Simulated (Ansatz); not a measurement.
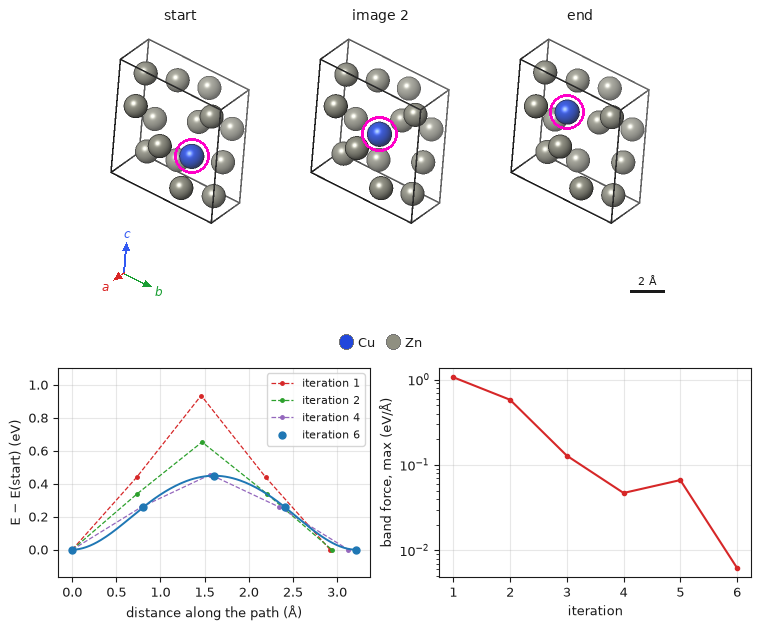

NEB run on a defect cell of composition Zn14Cu (15 atoms in the cell). Images are numbered from 0 (start) to 4 (end). The plot follows the band through its iterations. The picture is a spheres-only view of the simulation cell (origin moved), seen slightly off an axis. The moving atom is ringed, with any periodic copies.

Computed with DFT PBE, scalar-relativistic, plane waves, PAW (Ansatz).

Input file:
```yaml
crystal:
  lattice:
    - [3.9288069991, 3.9288069991, 3.9288069991]
    - [-3.9288069991, 3.9288069991, -3.9288069991]
    - [-3.9288069991, -3.9288069991, 3.9288069991]
  atoms:
    - { symbol: Cu, position: [0.0, 0.0101936588, -0.0101936588] }
    - { symbol: Zn, position: [0.2401913302, 0.7571901412, 0.0104771692] }
    - { symbol: Zn, position: [0.0, 0.5031718308, 0.4968281692] }
    - { symbol: Zn, position: [0.2455097032, 0.4963793349, 0.2479052623] }
    - { symbol: Zn, position: [0.5074396176, 0.5020798669, 0.0053597507] }
    - { symbol: Zn, position: [0.0, 0.2523096004, 0.7476903996] }
    - { symbol: Zn, position: [0.2401913302, 0.229714161, 0.483001189] }
    - { symbol: Zn, position: [0.4970481486, 0.2471394266, 0.249908722] }
    - { symbol: Zn, position: [0.7544902968, 0.2508696317, 0.0023955591] }
    - { symbol: Zn, position: [0.2455097032, -0.0023955591, 0.7491303683] }
    - { symbol: Zn, position: [0.4925603824, -0.0053597507, 0.4979201331] }
    - { symbol: Zn, position: [0.7598086698, -0.0104771692, 0.2428098588] }
    - { symbol: Zn, position: [0.5029518514, 0.750091278, 0.7528605734] }
    - { symbol: Zn, position: [0.7544902968, 0.7520947377, 0.5036206651] }
    - { symbol: Zn, position: [0.7598086698, 0.516998811, 0.770285839] }
basis:
  ecutwfc: 420
  xc_grid: 2
kpoints:
  mp_grid: { grid: [4, 4, 4], shift: [0.5, 0.5, 0.5] }
hamiltonian:
  xc: pbe
scf:
  occupations: { method: gaussian, width: 0.1 }
output:
  forces: true
neb:
  images: 3
  f_tol: 0.05
  max_iterations: 70
  order_check: false
  final_atoms:
    - { symbol: Cu, position: [0.0, -0.2601936622, 0.2601936622] }
    - { symbol: Zn, position: [0.2401913318, 0.7604771672, 0.0071901385] }
    - { symbol: Zn, position: [0.0, 0.4976903971, 0.5023096029] }
    - { symbol: Zn, position: [0.2455097019, 0.4991303689, 0.2476044403] }
    - { symbol: Zn, position: [0.502951849, 0.502860572, 9.1277e-05] }
    - { symbol: Zn, position: [0.0, 0.2468281696, 0.7531718304] }
    - { symbol: Zn, position: [0.2401913318, 0.2330011933, 0.4797141646] }
    - { symbol: Zn, position: [0.4925603804, 0.2479201331, 0.2446402473] }
    - { symbol: Zn, position: [0.7544902981, 0.253620667, 0.0020947383] }
    - { symbol: Zn, position: [0.2455097019, -0.0020947383, 0.746379333] }
    - { symbol: Zn, position: [0.497048151, -9.1277e-05, 0.497139428] }
    - { symbol: Zn, position: [0.7598086682, -0.0071901385, 0.2395228328] }
    - { symbol: Zn, position: [0.5074396196, 0.7553597527, 0.7520798669] }
    - { symbol: Zn, position: [0.7544902981, 0.7523955597, 0.5008696311] }
    - { symbol: Zn, position: [0.7598086682, 0.5202858354, 0.7669988067] }
```

Run as
```bash
ansatz run input.yaml --threads 4 --pin off --max-ram 8192MiB --backend cpu --events-out ev --progress --plain --runs-dir out
```

**How did the profile develop, and is the result final?**

The run is converged, with reservations. The band converged in 6 iterations. The largest component of the band force went from 1.1 to 0.0062 eV/Å. The climbing image converged on the top of the path. Its curvatures weren't checked. The first iteration put the highest image at 0.94 eV. The barrier is about 0.45 eV in both directions, with image 2 at the top; the ends have the same energy.

Limits of the set-up: the periodic images lie only 6.8 Å apart, so the values are limited by the cell's size.
